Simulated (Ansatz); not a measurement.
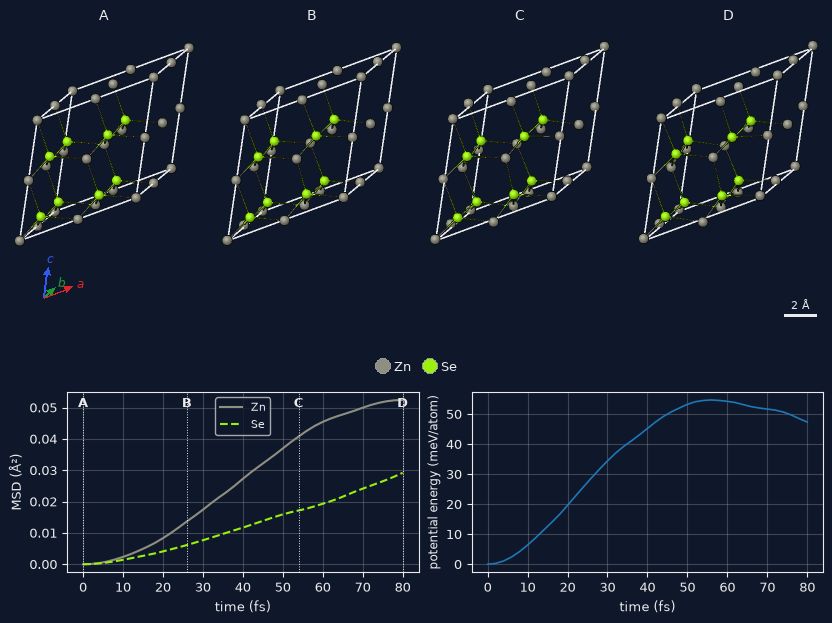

First-principles dynamics of a 16-atom cell of ZnSe (built on the zincblende type), 80 fs long. Frames (A at 0 fs, B at 26 fs, C at 54 fs, D at 80 fs) and the history of the run. A ball-and-stick model of the reduced simulation cell, seen slightly off an axis. Bonds to atoms that aren't drawn are left out. Lengths and directions refer to the drawn axes.

The calculation used DFT, PBEsol, plane waves, PAW in Ansatz 0.2.0. Run with plane-wave cutoff 420 eV; k-point mesh 2 × 2 × 2; Fermi-Dirac smearing 0.052 eV; Langevin thermostat (NVT); set temperature 600 K; time step 2 fs.

Input file:
```yaml
crystal:
  lattice:
    - [0.0, 5.664841361, 5.664841361]
    - [5.664841361, 0.0, 5.664841361]
    - [5.664841361, 5.664841361, 0.0]
  atoms:
    - { symbol: Zn, position: [0.0, 0.0, 0.0] }
    - { symbol: Se, position: [0.125, 0.125, 0.125] }
    - { symbol: Zn, position: [0.0, 0.0, 0.5] }
    - { symbol: Se, position: [0.125, 0.125, 0.625] }
    - { symbol: Zn, position: [0.0, 0.5, 0.0] }
    - { symbol: Se, position: [0.125, 0.625, 0.125] }
    - { symbol: Zn, position: [0.0, 0.5, 0.5] }
    - { symbol: Se, position: [0.125, 0.625, 0.625] }
    - { symbol: Zn, position: [0.5, 0.0, 0.0] }
    - { symbol: Se, position: [0.625, 0.125, 0.125] }
    - { symbol: Zn, position: [0.5, 0.0, 0.5] }
    - { symbol: Se, position: [0.625, 0.125, 0.625] }
    - { symbol: Zn, position: [0.5, 0.5, 0.0] }
    - { symbol: Se, position: [0.625, 0.625, 0.125] }
    - { symbol: Zn, position: [0.5, 0.5, 0.5] }
    - { symbol: Se, position: [0.625, 0.625, 0.625] }
kpoints:
  mp_grid: { grid: [2, 2, 2] }
hamiltonian:
  xc: pbesol
scf:
  occupations: { method: fermi_dirac, width: 0.052 }
md:
  ensemble: nvt_langevin
  temperature: 600
  timestep: 2.0
  n_steps: 40
  initial_velocities: maxwell_boltzmann
  seed: 7670
```

Run as
```bash
ansatz run input.yaml --threads 4 --pin off --max-ram 3686MiB --backend cpu --events-out ev --progress --plain --runs-dir out
```

> What do the frames and curves show?

Over the second half the temperature averages 428 K (spread ±48 K). The potential energy in the second half lies on average 51.5 meV per atom above the first frame. In the second half of the run the atoms are, in the root-mean-square, this far from where they began (common drift taken out): Zn 0.21 Å, Se 0.14 Å. The run lasts only 80 fs, too short to tell vibration from diffusion.

The run took 6.3 min on 4 threads of Arm Neoverse N1 (shared host), peak memory 1.6 GiB.
